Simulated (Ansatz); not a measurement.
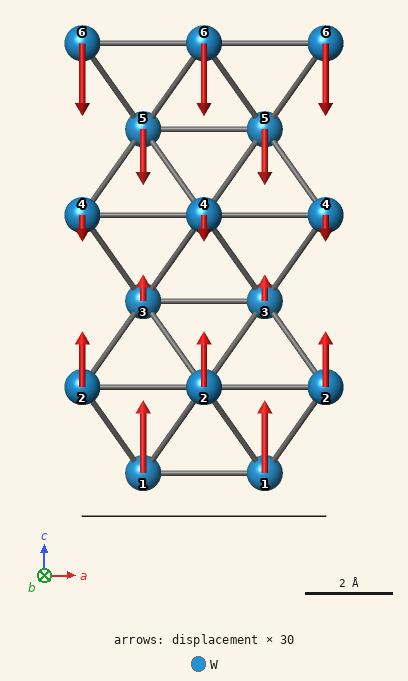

This is a relaxation of a slab of composition W (cut from the Fm-3m phase). The starting structure is drawn; red arrows show the displacements, 30 times their true length.

A ball-and-stick model of the 2 × 2 repeat of the cell, outlined in the plane, without the vacuum, seen along the b axis.

Case: (1 0 0) slab, atoms relaxed. The slab is the (1 0 0) face of W.

Theory: Ansatz, DFT PBEsol, scalar-relativistic, plane waves, PAW. (plane-wave cutoff 420 eV; k-point mesh 12 × 12 × 1; occupations gaussian; smearing width 0.1 eV; no spin polarisation; dipole correction; atoms relaxed in a fixed cell; force threshold 0.02 eV/Å; at most 60 steps)

Q: What did the optimiser do to the structure, and how much energy did it gain?

A: After 3 accepted moves (4 points after the start) the energy has fallen by 2.7 meV per cell of the calculation. The largest force component goes from 0.033 to 0.0035 eV/Å. 1 step only repeated the SCF at the same geometry. The largest moves relative to the layer's centre, 0.057 Å, are those of W1 and W6. W6 goes along the normal (−c). The cell doesn't change. Near-neighbour distances that change, for instance: W3–W4 2.827 → 2.798 Å, W2–W3 2.827 → 2.811 Å, W1–W2 2.827 → 2.818 Å. The run took roughly 2 core-minutes on a shared host.
